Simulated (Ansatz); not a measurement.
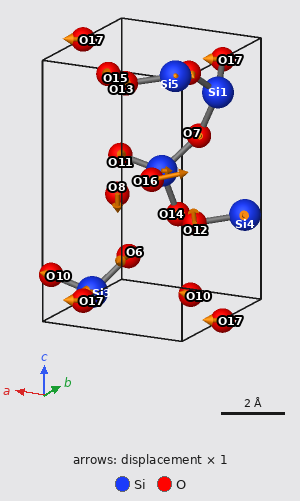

A relaxation of solid Si$_{5}$O$_{12}$ (a generated structure, set up in P1) (coarse preliminary run). The starting structure is drawn; orange arrows show the displacements (the part carried along by the change of the cell is left out), at their true length.

Style: ball-and-stick. Shown: the cell of the calculation (origin shifted), from a free direction.

Case: 1 of 6 Si atoms taken out at random.

Computed with Ansatz, DFT PBE, scalar-relativistic, plane waves, PAW.

Input
```yaml
crystal:
  lattice:
    - [-2.510131513, 4.3476753142, 0.0]
    - [0.0, 0.0, 5.509585875]
    - [7.530394539, 4.3476753143, 0.0]
  atoms:
    - { symbol: Si, position: [0.7633863923, 0.000188038, 0.762726607] }
    - { symbol: Si, position: [0.9769629509, 0.6657481612, 0.5004337501] }
    - { symbol: Si, position: [0.475354463, 0.6651835269, 0.9990114883] }
    - { symbol: Si, position: [0.7591234402, 0.3331773459, 0.2403494249] }
    - { symbol: Si, position: [0.261937795, 0.341542424, 0.7316134701] }
    - { symbol: O, position: [0.286807906, 0.791815585, 0.1303116713] }
    - { symbol: O, position: [0.7816056964, 0.790804118, 0.6295634628] }
    - { symbol: O, position: [0.5572879152, 0.1271984914, 0.2933133741] }
    - { symbol: O, position: [0.0424886971, 0.1238039539, 0.796611355] }
    - { symbol: O, position: [0.6584919647, 0.4686911709, 0.0824892052] }
    - { symbol: O, position: [0.1592418303, 0.4638356491, 0.5800266659] }
    - { symbol: O, position: [0.0500832224, 0.2093329371, 0.2077577026] }
    - { symbol: O, position: [0.5400483632, 0.2050538092, 0.7052850693] }
    - { symbol: O, position: [0.7886346545, 0.5379568904, 0.3702467] }
    - { symbol: O, position: [0.2865642698, 0.5367840726, 0.8684351082] }
    - { symbol: O, position: [0.1653590266, 0.8713983808, 0.4188021468] }
    - { symbol: O, position: [0.6584967133, 0.8730997862, 0.9182010617] }
  symmetry: { detect: false }
basis:
  ecutwfc: 420
kpoints:
  mp_grid: { grid: [3, 3, 2], shift: [0.0, 0.0, 0.5] }
hamiltonian:
  xc: pbe
scf:
  occupations: { method: gaussian, width: 0.1 }
  lower_state_search: "off"
output:
  forces: true
  stress: true
  eigenvalues: true
relax:
  adjacent_minimum: "off"
  f_tol: 0.04
  max_steps: 50
  cell: { stress_tol: 0.3 }
```

Command:
```bash
ansatz run input.yaml --threads 4 --pin off --max-ram 9216MiB --backend cpu --events-out ev --progress --plain --runs-dir out
```

### Atoms of which element are displaced furthest, and by how much?

Oxygen: up to 1.21 Å, against 0.57 Å for silicon.

### What happened in the run?

O16 moves most relative to the cell: 1.21 Å roughly along [−2 1 0]. Largest moves by element: O 1.21 Å, Si 0.57 Å. The volume changes by −3.3 %, with a 5.020 → 5.378 Å (+7.1 %), b 5.510 → 4.836 Å (−12.2 %), c 8.695 → 9.120 Å (+4.9 %), β 90.0° → 101.4°, γ 90.0° → 90.2°. Near-neighbour distances that change, for instance: Si4–O16 3.611 → 2.316 Å, O6–O8 2.696 → 1.465 Å, O12–O16 2.678 → 1.488 Å, Si5–O9 1.724 → 1.627 Å. New bonds form, among them: O12–O16 (2.68 → 1.49 Å), O6–O8 (2.70 → 1.47 Å). Among the angles between lasting bonds that change: Si1–O9–Si5 143.4° → 166.5°, Si2–O11–Si5 148.4° → 133.1°, Si1–O17–Si3 148.5° → 133.5°. The space group stays P1 (No. 1). After 23 accepted moves (28 points after the start) the energy has fallen by 4.656 eV per cell of the calculation. Largest force component: 2.6 eV/Å at the start, 0.036 eV/Å at the end. The pressure goes from 2.24 to 0.04 GPa. The line search rejected the trial steps at points 10, 16 of the run. The SCF was repeated 3 times at an unchanged geometry on a basis and grid sized afresh for the cell, which shifted the energy by 0.112 eV per cell of the calculation at most. The run took 70 s on 4 threads of Intel(R) Xeon(R) 6975P-C (Granite Rapids) (shared host), peak memory 0.69 GiB.
